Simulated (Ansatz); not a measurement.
```
CELL_PARAMETERS angstrom
6.01889 0.00000 0.00000
-3.00945 5.21251 0.00000
0.00000 0.00000 14.55252
ATOMIC_POSITIONS crystal
Ti 0.16280 0.83720 0.08686
Ti 0.82947 0.17053 0.42020
Ti 0.49613 0.50387 0.75353
Ti 0.16280 0.32560 0.08686
Ti 0.82947 0.65894 0.42020
Ti 0.49613 0.99227 0.75353
Ti 0.67440 0.83720 0.08686
Ti 0.34106 0.17053 0.42020
Ti 0.00773 0.50387 0.75353
Ti 0.99227 0.49613 0.24647
Ti 0.65894 0.82947 0.57980
Ti 0.32560 0.16280 0.91314
Ti 0.50387 0.49613 0.24647
Ti 0.17053 0.82947 0.57980
Ti 0.83720 0.16280 0.91314
Ti 0.50387 0.00773 0.24647
Ti 0.17053 0.34106 0.57980
Ti 0.83720 0.67440 0.91314
Ti 0.00000 0.00000 0.24571
Ti 0.66667 0.33333 0.57904
Ti 0.33333 0.66667 0.91237
Ti 0.66667 0.33333 0.08763
Ti 0.33333 0.66667 0.42096
Ti 0.00000 0.00000 0.75429
C 0.83333 0.66667 0.16667
C 0.50000 0.00000 0.50000
C 0.16667 0.33333 0.83333
C 0.33333 0.16667 0.16667
C 0.00000 0.50000 0.50000
C 0.66667 0.83333 0.83333
C 0.83333 0.16667 0.16667
C 0.50000 0.50000 0.50000
C 0.16667 0.83333 0.83333
C 0.33333 0.66667 0.16667
C 0.00000 0.00000 0.50000
C 0.66667 0.33333 0.83333
C 0.00000 0.00000 0.00000
C 0.66667 0.33333 0.33333
C 0.33333 0.66667 0.66667
```

Space group R-3m; a structure from a database of computed crystals, not necessarily the ambient phase; changed on purpose from its base cell (volume × 0.97, shape and atoms relaxed); computed pressure about 6 GPa in this cell; computed without spin polarisation.

Level of theory: Ansatz 0.2.0, DFT PBEsol, scalar-relativistic, plane waves, PAW.

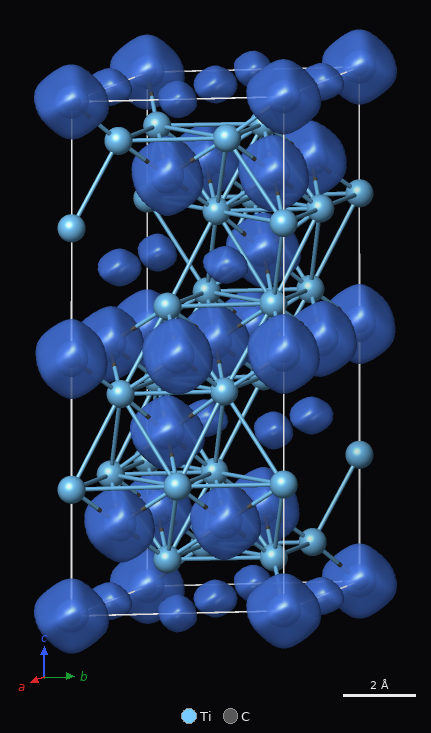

Ti8C5. Isosurface of the ELF at 0.65 (blue), seen slightly off an axis. Core shells and regions of very low density are left out. Sticks mark near contacts.

Core electrons are frozen (PAW), and the valence fields are smoothed inside the atomic spheres.

### Identify the bonds, lone pairs and shells in this picture.

The surface consists of 15 regions wrapped around C (the valence shell of each) and nine pockets between the atoms, centred on no nucleus (multi-centre or interstitial), counted in one cell of 39 atoms. Any copies at cell faces, edges or corners count once. Along the contacts the grid gives the following. Ti–C (2.07 Å): the ELF peaks at about 0.75 in the valence shell of C, 0.7 Å from its nucleus, and is about 0.25 at the midpoint. Ti–Ti (2.87 Å): the ELF is about 0.20 at the midpoint; no shared electron pair shows on this line.

### Does the calculation give a band gap?

It is gapless in this calculation (a metal or semimetal).
